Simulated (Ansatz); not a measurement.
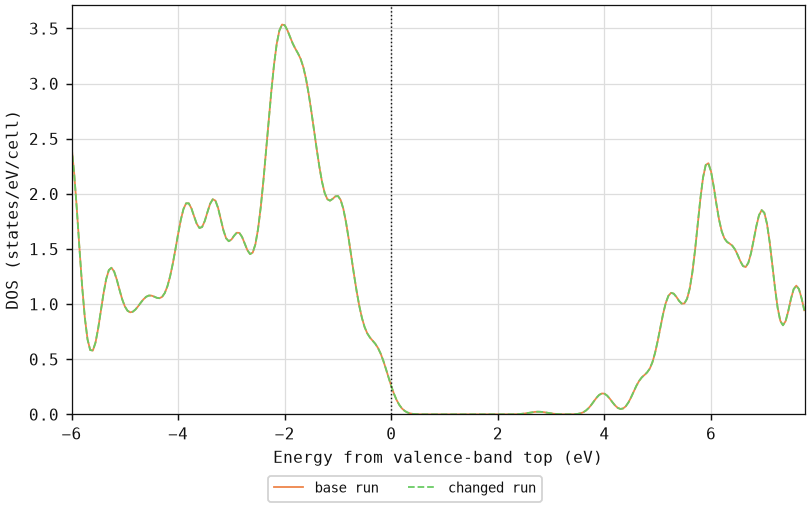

Densities of states of two runs on GaN, space group P6_3mc, 4 atoms in the cell, each from its own valence-band top, built from the levels of each run's k mesh with Gaussians 0.4 eV wide, which blur the band edges.

Input of the base run:

```
crystal:
  lattice:
    - [3.121551, 0.0, 0.0]
    - [-1.560776, 2.703347, 0.0]
    - [0.0, 0.0, 5.085172]
  atoms:
    - { symbol: Ga, position: [0.6667, 0.3333, 0.0] }
    - { symbol: Ga, position: [0.3334, 0.6667, 0.5] }
    - { symbol: "N", position: [0.6667, 0.3333, 0.377] }
    - { symbol: "N", position: [0.3334, 0.6667, 0.877] }
  symmetry: { tolerance: 0.0003 }
kpoints:
  mp_grid: { grid: [7, 7, 4], shift: [0, 0, 0] }
magnetization:
  spin_polarized: false
scf:
  occupations: { method: tetrahedron }
hamiltonian:
  pseudopotentials: { kind: paw }
  xc: r2scan
basis:
  ecutwfc: 500
output:
  forces: true
  stress: true
  eigenvalues: true
  write_density: true
  write_potential: true
  elf: true
  volumetric_format: npy
```

Command:
```bash
ansatz run input.yaml --threads 1 --pin off --max-ram 2560MiB --backend cpu --events-out ev --progress --plain --runs-dir out
```

The second run changes basis.ecutrho_ratio from the default to 6, scf.convergence.dr2_threshold from the default to 1e-05 and accuracy from the default to low.

### What do the changes do to the electronic structure?

Almost nothing at this scale: the two curves lie nearly on top of each other. Both runs have a gap of 2.76 eV on their mesh. The free energy is unchanged within 0.1 meV an atom. The setting looks careless but does no harm here: the run ends within 1 meV an atom of the base.

On the base run: The empty levels are not fully converged.
